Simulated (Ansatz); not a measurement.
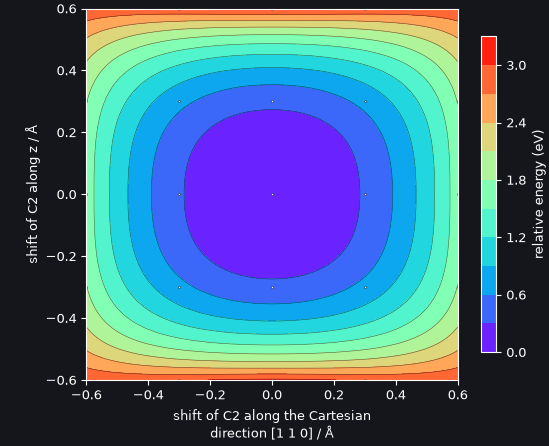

Energy landscape of WC (Fm-3m, No. 225; 2 atoms in the cell). Atom C2 is moved over a plane while all other atoms and the cell stay fixed (its periodic images move with it) (x, y and z along the cube axes). First axis: shift of C2 along the Cartesian direction [1 1 0]. Second axis: shift of C2 along z. Grid: 5 × 5 points; 9 points were computed and 16 follow by symmetry. Points are written as (first, second). Energies are in eV per cell, from the lowest grid point. The reference cell is the one listed in the database, not relaxed at this level. Theory: Ansatz 0.2.0, DFT PBEsol, scalar-relativistic, plane waves, PAW. Settings: cutoff 420 eV, k-mesh 18×18×18, gaussian smearing 0.15 eV, no spin polarisation.

The picture shows filled contours, dots at the grid points. Between grid points the surface is interpolated. 

What does the map say about the system?

Answer. The lowest grid point is at (0.0 Å, 0.0 Å). No other kind of well shows on this grid. The highest grid point, (0.0 Å, −0.6 Å), lies 3.06 eV above the lowest. Near the minimum the curvatures are about 2.6 and 6.2 eV/Å² along the soft and the stiff direction.
